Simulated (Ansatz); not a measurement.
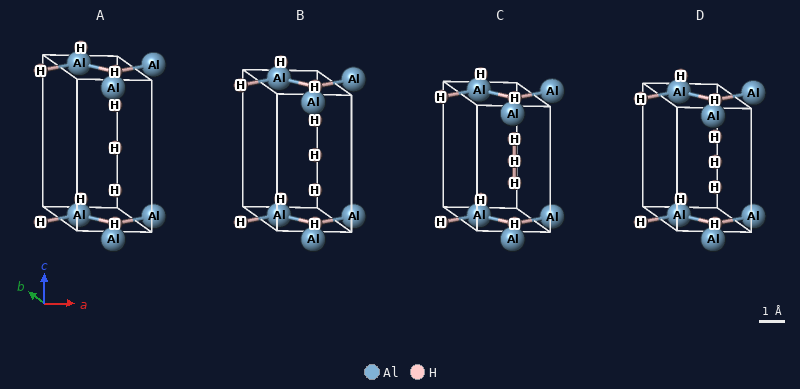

4 geometries from one relaxation of a crystal of AlH₄ (a generated structure, set up in P-6m2) (coarse preliminary run), in shuffled order. A ball-and-stick model of the cell of the calculation, seen from a free direction.

Level of theory: Ansatz, DFT PBE, scalar-relativistic, plane waves, PAW. Set-up: plane-wave cutoff 420 eV; k-point mesh 6 × 6 × 4; occupations gaussian; smearing width 0.1 eV; no spin polarisation; cell and atoms relaxed; force threshold 0.04 eV/Å; at most 70 steps.

### Order the frames from highest to lowest energy.

A, B, D, C. They are steps 0, 2, 4, 10, at +2.736 eV per cell of the calculation, +1.759 eV per cell of the calculation, +0.271 eV per cell of the calculation relative to the last. The largest moves relative to the cell, 0.60 Å, are those of H atoms. Al stays in place. The drawn cell changes as follows: a = b 3.107 → 3.050 Å (−1.8 %), c 6.790 → 5.620 Å (−17.2 %); the volume changes by −20.2 %. Among the contacts that change: H–H 1.912 → 0.982 Å, Al–H 1.794 → 1.761 Å. The space group stays P-6m2 (No. 187). Over 8 accepted moves (10 points after the start) the energy falls by 2.736 eV per cell of the calculation. Largest force component: 0.63 eV/Å at the start, 0.0051 eV/Å at the end. Pressure: −5.86 GPa at the start and −0.10 GPa at the end. At 2 points the geometry stayed and the basis and grid were re-selected for the new cell (energy shift of 5.0 meV per cell of the calculation at most each time). Cost: 19 s on 1 thread of Intel(R) Xeon(R) Processor @ 2.70GHz (shared host), peak memory 0.33 GiB.
